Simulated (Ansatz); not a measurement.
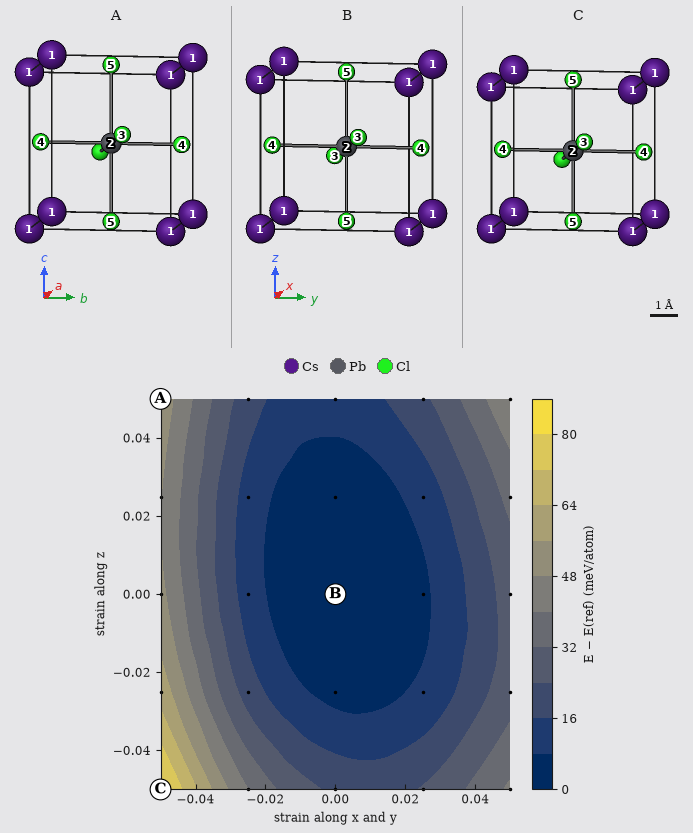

Energy scan for a crystal of CsPbCl3 (Pm-3m), in which the cell is strained equally along x and y and separately along z, with the atoms kept at their fractional coordinates. x, y and z are the Cartesian axes of the input. The map is interpolated between the computed points (dots). The lettered frames are marked on it. The picture is a ball-and-stick view of the cell of the calculation, seen along the a axis, with a slight tilt.

Level of theory: Ansatz 0.2.0, DFT PBEsol, scalar-relativistic, plane waves, PAW. Settings: plane-wave cutoff 420 eV; k-point mesh 6 × 6 × 6; occupations gaussian; smearing width 0.05 eV; no spin polarisation. Energies (free energies at the smearing named) are counted from the cell as listed in its source, which wasn't relaxed.

Q: Describe the energy landscape.

A: In pairs of (strain along x and y; strain along z): the lowest computed point lies at (0.000, 0.000) (0.0 meV/atom), the highest at (−0.050, −0.050) (83.2 meV/atom). The valley is tilted: raising the in-plane strain is made harder by raising the strain along z (cross term 0.17 of the geometric mean of the two curvatures). Over the ranges scanned the energy rises more along the first axis, the in-plane strain. The pressure runs from −2.5 GPa at (0.050, 0.050) to 5.9 GPa at (−0.050, −0.050). The frames lie at A (−0.050, 0.050): 52.9 meV/atom, B (0.000, 0.000): 0.0 meV/atom, C (−0.050, −0.050): 83.2 meV/atom.

The computed points:

Rows: strain along x and y; columns: strain along z; values in meV/atom.

```csv
,−0.050,−0.025,0.000,0.025,0.050
−0.050,83.2,61.0,50.3,48.4,52.9
−0.025,40.1,20.6,12.5,13.0,19.8
0.000,22.6,5.7,0.0,2.8,11.7
0.025,24.6,10.0,6.6,11.5,22.4
0.050,41.3,28.9,27.5,34.3,47.0
```
